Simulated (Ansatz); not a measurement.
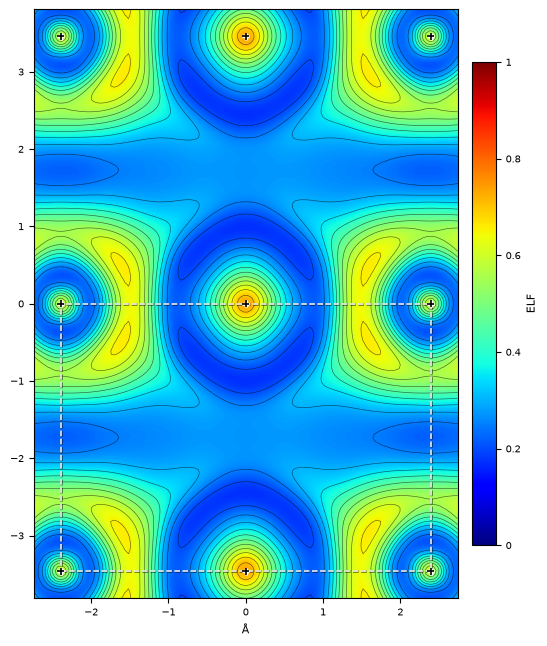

The ELF on a plane through atoms (crosses mark nuclei in the plane).

Level of theory: Ansatz 0.2.0, DFT PBEsol, scalar-relativistic, plane waves, PAW.

Candidates:
A. MoS, a = 4.99 Å, b = 4.99 Å, c = 4.99 Å, α = 90.00°, β = 90.00°, γ = 90.00°. Space group Fm-3m; started from the rock salt prototype, which need not be the ambient phase; computed pressure about −10 GPa in this cell; the program warned that a starting moment wasn't kept; spin-polarised, but the moments vanished.
B. SiNi₃, a = 4.78 Å, b = 5.01 Å, c = 3.46 Å, α = 90.00°, β = 90.00°, γ = 90.00°. Space group Cmmm; changed on purpose from its base cell (strain +0.0450 x Voigt [0, 0, 0, 0, 1, 0], atoms carried along); computed without spin polarisation.
C. Ag, a = 2.87 Å, b = 4.05 Å, c = 4.96 Å, α = 114.08°, β = 106.83°, γ = 90.00°. Space group Immm; a structure from a database of computed crystals, not necessarily the ambient phase; computed without spin polarisation.

Question: Which candidate gave the map?

Answer: Candidate B: SiNi₃ on the (010) plane of the conventional cell, which holds Si and Ni. Si–Ni (2.39 Å): the ELF peaks at about 0.65 in the valence shell of Si, 0.9 Å from its nucleus, and is about 0.40 at the midpoint.
